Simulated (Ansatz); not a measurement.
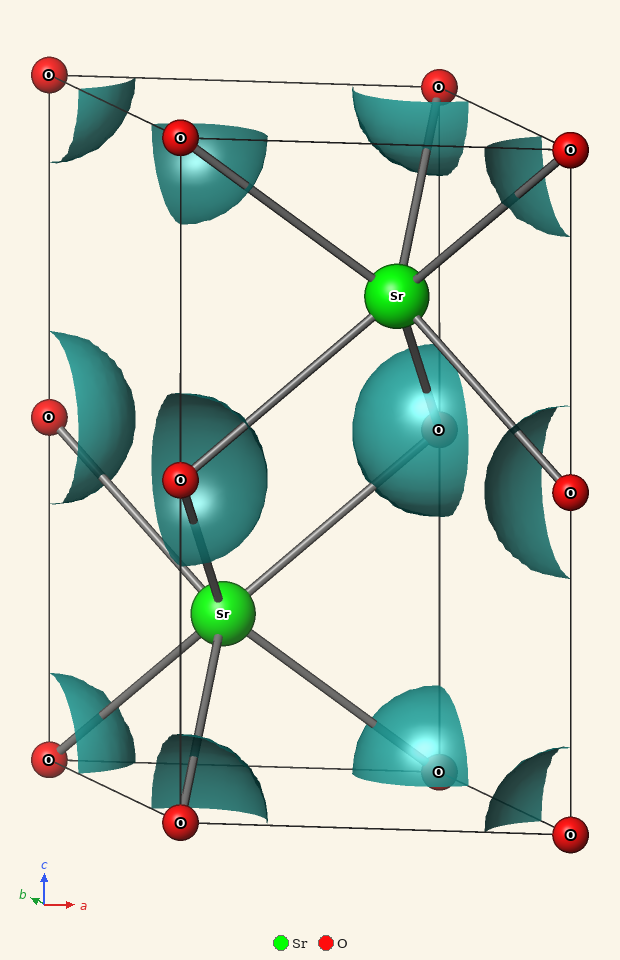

Figure 1: SrO. Density of the Kohn–Sham states from −2.7 to 0.0 eV about the valence-band maximum (the whole upper valence band), scaled to one electron a cell: teal surface at 0.05 1/Å³, in the conventional cell seen slightly off an axis.

Space group P6_3/mmc. The cell comes from a database of computed structures, not from a measurement.

Theory: DFT r2SCAN, scalar-relativistic, plane waves, PAW in Ansatz.

Core electrons are frozen (PAW), so the fields are smoothed inside the atomic spheres.

> Describe these states.

Projected on a minimal set of atomic orbitals (Löwdin), they are O 2p (95 %). In space (atomic cells sized by Bader volumes) the density divides as O about 85 % and Sr about 15 %. It nearly vanishes midway along the shortest Sr–Sr contact. The group holds 12 electrons when full, in the cell of the calculation (4 atoms). Little of the density lies between the atoms' surroundings.

The run took 10 s on 1 thread of Arm Neoverse V1 (shared host), peak memory 0.49 GiB.
